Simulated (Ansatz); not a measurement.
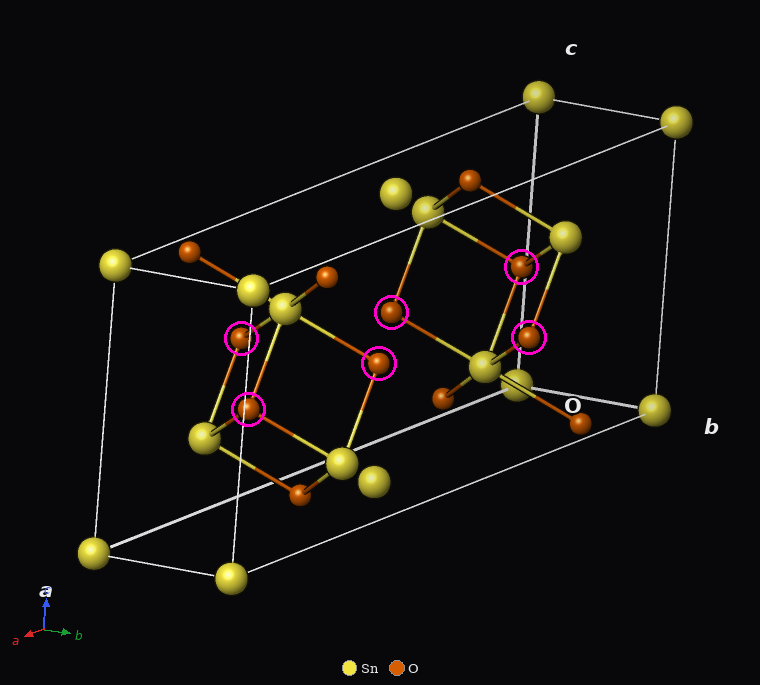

Crystal: Sn3O4, coordinates from a relaxation with DFT PBE, scalar-relativistic, plane waves, PAW (Ansatz); the starting structure was generated, so it need not be a known form of this composition. One unit cell; the ringed atoms, with their copies on corners, edges and faces, form one crystallographic orbit. Geometry calculated from the standardised cell; symmetry tolerance 0.002 Å.

a = 14.759 Å, b = 3.255 Å, c = 5.733 Å, α = 90.00°, β = 97.59°, γ = 90.00°; space group C2/m (No. 12).

Which Wyckoff position do the ringed atoms fill?

O on 4i, site symmetry m: 8 operations a cell over 2 that keep the site give 4 atoms, with 2 free parameters.

One of them lies at (0.181, 1/2, 0.561). List the coordinates of all.

(0.181, 1/2, 0.561); (0.319, 0, 0.439); (0.681, 0, 0.561); (0.819, 1/2, 0.439).
